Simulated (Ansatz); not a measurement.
```cif
data_structure
_symmetry_space_group_name_H-M 'P 1'
_symmetry_Int_Tables_number 1
_cell_length_a 4.9358
_cell_length_b 4.9358
_cell_length_c 4.9358
_cell_angle_alpha 90.000
_cell_angle_beta 90.000
_cell_angle_gamma 90.000
_cell_volume 120.24
loop_
_atom_site_label
_atom_site_type_symbol
_atom_site_fract_x
_atom_site_fract_y
_atom_site_fract_z
_atom_site_occupancy
Mg1 Mg 0.00000 0.50000 0.50000 1
Mg2 Mg 0.50000 0.50000 0.00000 1
Mg3 Mg 0.50000 0.00000 0.50000 1
Mg4 Mg 0.00000 0.00000 0.00000 1
O1 O 0.41272 0.08728 0.91272 1
O2 O 0.08728 0.91272 0.41272 1
O3 O 0.91272 0.41272 0.08728 1
O4 O 0.58728 0.58728 0.58728 1
O5 O 0.41272 0.41272 0.41272 1
O6 O 0.08728 0.58728 0.91272 1
O7 O 0.91272 0.08728 0.58728 1
O8 O 0.58728 0.91272 0.08728 1
```

Space group Pa-3; a structure from a database of computed crystals, not necessarily the ambient phase; changed on purpose from its base cell (volume × 1.06, shape and atoms relaxed); computed pressure about −7 GPa in this cell.

Level of theory: Ansatz, DFT PBEsol, scalar-relativistic, plane waves, PAW.

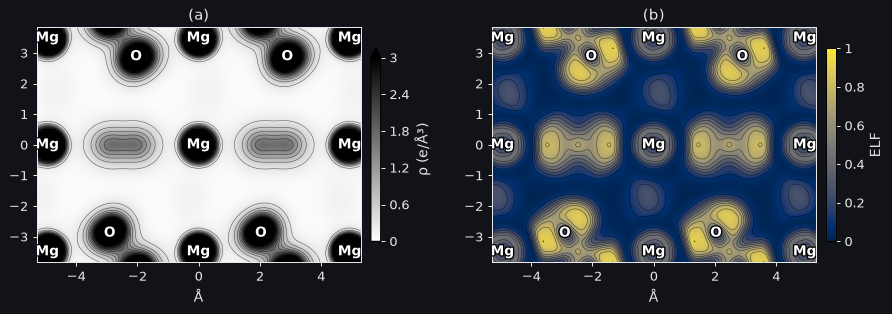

MgO$_{2}$. (a) valence pseudo-density; (b) ELF on the (011) plane of the conventional cell.

What do the fields say about this system?

Atoms in the plane: Mg and O. Atoms just off the plane (O, 0.6 Å away) can leave unmarked features too. Mg–O (2.13 Å): ρ is about 0.33 e/Å³ halfway; the ELF peaks at about 0.90 in the valence shell of O, 0.8 Å from its nucleus, and is about 0.40 at the midpoint: a closed-shell, largely ionic contact. Between the atoms the lowest density in this plane is 0.04 e/Å³.

Does the calculation give a band gap?

It is gapped, with a Kohn–Sham gap of 3.8 eV on the k-point mesh, an upper bound to the gap of this method.
